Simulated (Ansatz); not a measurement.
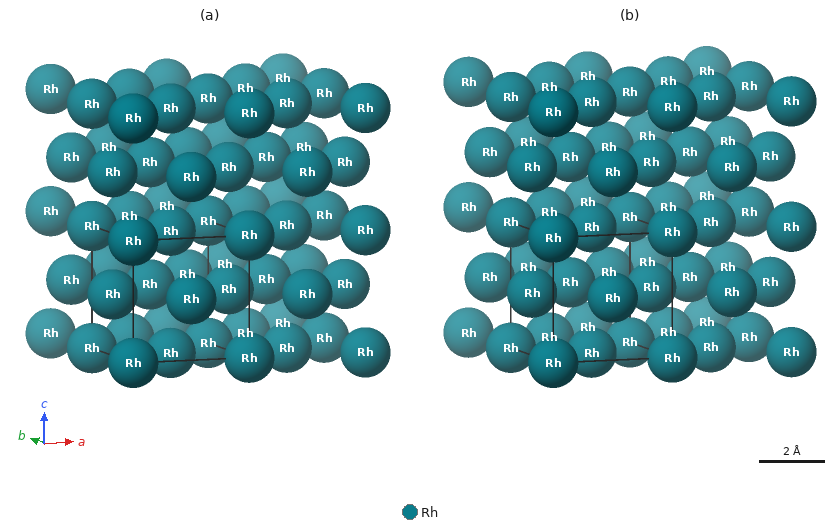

Left: a symmetric starting cell of Rh. Right: the same structure after one change, at the same scale. The picture is a spheres-only view of the conventional cell (4 times the calculation's cell), repeated 2 × 2 × 2 with one cell outlined, seen slightly off an axis. Lengths and directions refer to the drawn axes.

Level of theory: Ansatz, DFT LDA, scalar-relativistic, plane waves, PAW. Settings: plane-wave cutoff 420 eV; k-point mesh 18 × 18 × 18; occupations gaussian; smearing width 0.1 eV; no spin polarisation.

### What distinguishes the right structure from the left one?

All lengths are scaled by +2.6 % (volume +8.0 %), the atoms keeping their fractional coordinates. No relaxation follows. The starting cell wasn't computed here and needn't be at equilibrium, so pressure and forces aren't due to the change alone.

### What does the change do?

The pressure is −27.4 GPa (not all of it need come from the change, since the unchanged cell can be under pressure at this level too). All forces vanish by symmetry. Some distances before and after: Rh–Rh 2.689 → 2.759 Å. The space group stays Fm-3m (No. 225).
